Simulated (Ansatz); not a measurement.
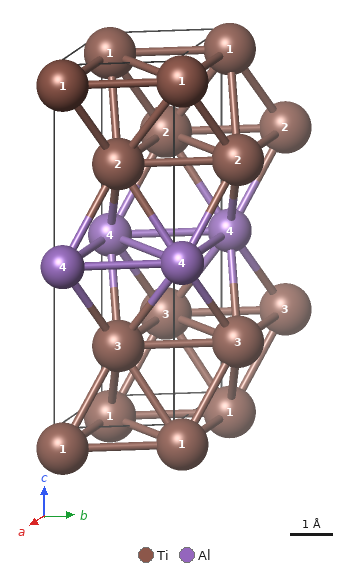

Starting structure of solid Ti3Al (set up in P-6m2). The picture is a ball-and-stick view of the cell of the calculation, repeated 2 × 2 × 1 with one cell outlined, seen from a free direction.

The calculation used DFT PBEsol, scalar-relativistic, plane waves, PAW in Ansatz.

The input:
```yaml
crystal:
  lattice:
    - [2.9275422229, 0.0, 0.0]
    - [-1.4637711114, 2.5353259357, 0.0]
    - [0.0, 0.0, 9.226362]
  atoms:
    - { symbol: Ti, position: [0.66666667, 0.33333333, 0.0] }
    - { symbol: Ti, position: [0.33333333, 0.66666667, 0.750594] }
    - { symbol: Ti, position: [0.33333333, 0.66666667, 0.249406] }
    - { symbol: Al, position: [0.66666667, 0.33333333, 0.5] }
basis:
  ecutwfc: 420
kpoints:
  mp_grid: { grid: [18, 18, 6] }
hamiltonian:
  xc: pbesol
scf:
  occupations: { method: gaussian, width: 0.1 }
output:
  forces: true
  stress: true
  eigenvalues: true
relax:
  adjacent_minimum: "off"
  f_tol: 0.005
  max_steps: 80
  cell: { stress_tol: 0.05 }
```

Command:
```bash
ansatz run input.yaml --threads 2 --pin off --max-ram 5120MiB --backend cpu --events-out ev --progress --plain --runs-dir out
```

### Predict the outcome.

The largest moves relative to the cell, 0.005 Å, are those of Ti2 and Ti3. Ti3 goes along −c. Al stays in place. The volume changes by −3.1 %, with a = b 2.928 → 2.896 Å (−1.1 %), c 9.226 → 9.139 Å (−0.9 %). Among the contacts that change: Ti1–Ti2 2.855 → 2.823 Å, Ti1–Ti1 2.928 → 2.896 Å, Al4–Al4 2.928 → 2.896 Å, Ti2–Al4 2.864 → 2.840 Å. The space group stays P-6m2 (No. 187). The energy falls by 5.9 meV per atom in 2 accepted moves (4 points after the start). The largest force component goes from 0.066 to 0.00015 eV/Å. Pressure: −3.46 GPa at the start and −0.01 GPa at the end. The line search rejected the trial step at point 1 of the run. At 1 point the geometry stayed and the basis and grid were re-selected for the new cell (energy shift of 0.1 meV per atom at most each time). The run took 87 s on 2 threads of Intel(R) Xeon(R) Platinum 8175M CPU @ 2.50GHz (Skylake/Cascade Lake), with other jobs on the host, peak memory 0.56 GiB.

The end point in the same view:

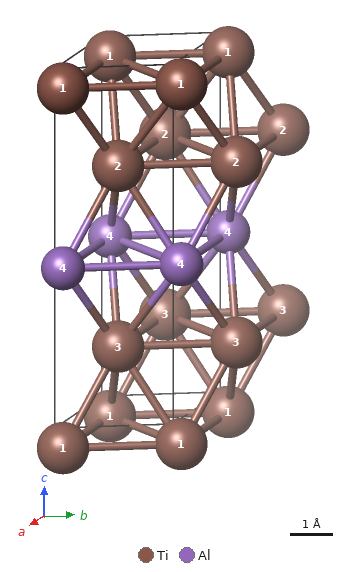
